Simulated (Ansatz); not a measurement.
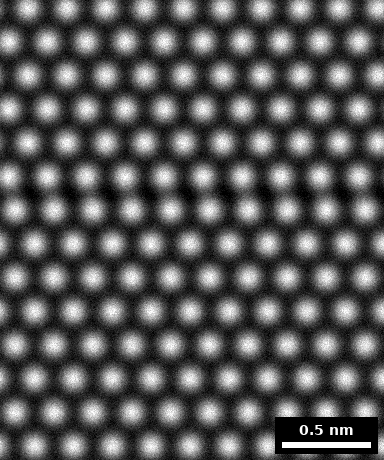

Integrated-DPC-like image of Ge (Pm-3m, No. 221) along [111]. Simulated as the projected potential of neutral atoms (B = 0.5 Å²) blurred by a 1.13 Å probe, the thin-sample limit of integrated differential phase contrast. Shot noise was added.

One planar defect was built into the perfect crystal by geometry alone, without relaxation. Host structure: a calculation's starting geometry; the starting structure was generated, so it need not be a known form of this composition.

Find the planar defect and say what kind it is.

Answer. A planar fault (a stacking fault) runs horizontally about 11 Å below the top edge. The part above it is shifted along the boundary by 1/3 of the 2.23 Å repeat of the rows (0.7 Å to the right, the same as 1.5 Å to the left); both parts keep the same orientation.
